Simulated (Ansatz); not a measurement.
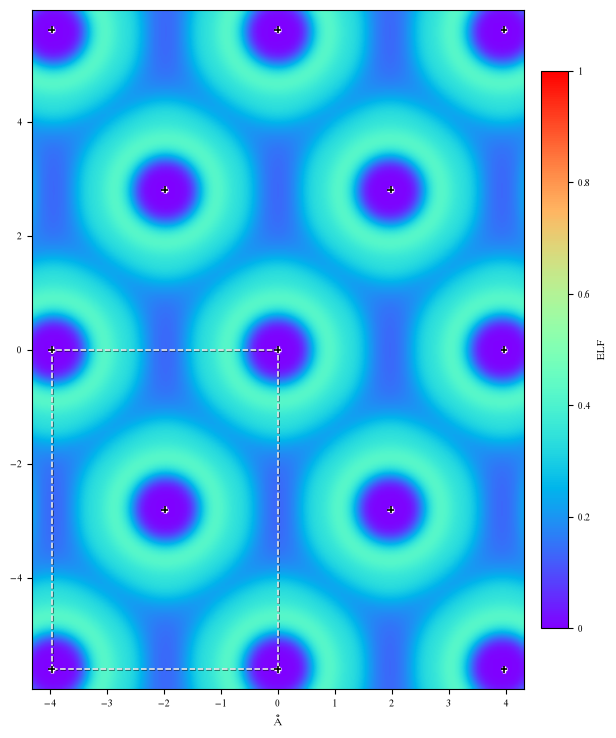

The ELF on a plane through atoms (crosses mark nuclei in the plane).

Level of theory: Ansatz 0.2.0, DFT, LDA (PW92), plane waves (420 eV) with PAW, scalar-relativistic.

Candidates:
A. Rb, a = 7.79 Å, b = 7.79 Å, c = 4.65 Å, α = 90.00°, β = 90.00°, γ = 120.00°. Space group P6/mmm; set up as Rb, omega (AlB2-type); a generated structure, not necessarily the stable one; changed on purpose from its base cell (volume × 1.04); computed without spin polarisation.
B. Pb, a = 3.97 Å, b = 3.97 Å, c = 3.97 Å, α = 90.00°, β = 90.00°, γ = 90.00°. Space group Im-3m; set up as Pb, bcc; a generated structure, not necessarily the stable one; changed on purpose from its base cell (volume × 1.08); computed pressure about −3 GPa in this cell.
C. C, a = 3.53 Å, b = 3.53 Å, c = 3.53 Å, α = 90.00°, β = 90.00°, γ = 90.00°. Space group Fd-3m; set up as C, diamond.

Which system is this?

Answer. Candidate B: Pb on the (11̄0) plane of the conventional cell, which holds Pb. Pb–Pb (3.44 Å): the ELF is about 0.25 at the midpoint; no shared electron pair shows on this line.
